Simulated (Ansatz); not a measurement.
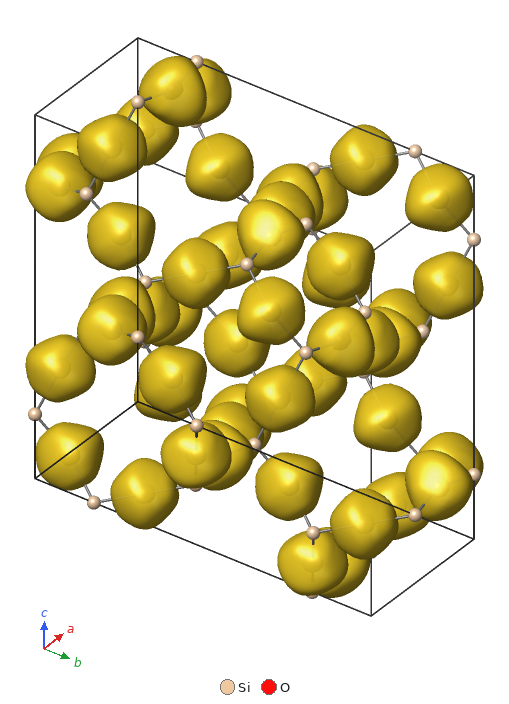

SiO₂. Isosurface of the electron localisation function at 0.6 (yellow), seen at an oblique angle. Core shells and regions of very low density are left out. Sticks mark near contacts.

Space group Fmmm; a structure from a database of computed crystals, not necessarily the ambient phase; changed on purpose from its base cell (biaxial strain in the a-b plane, c and atoms relaxed: -2.0 %); computed pressure about 2 GPa in this cell.

Computed with DFT PBE, scalar-relativistic, plane waves, PAW in Ansatz.

Core electrons are frozen (PAW), and the valence fields are smoothed inside the atomic spheres.

**Identify the bonds, lone pairs and shells in this picture.**

The ELF exceeds this value in 32 regions on O in which the atom's valence shell and bonds are merged, counted in one cell of 48 atoms. Regions shared between cells count once. Along the contacts the grid gives the following. Si–O (1.60 Å): the ELF peaks at about 0.85 between the atoms; a polar covalent bond.

**Does the calculation give a band gap?**

It is gapped, with a Kohn–Sham gap of 5.3 eV on the k-point mesh (the band edges may lie off the mesh, which would make the gap smaller).
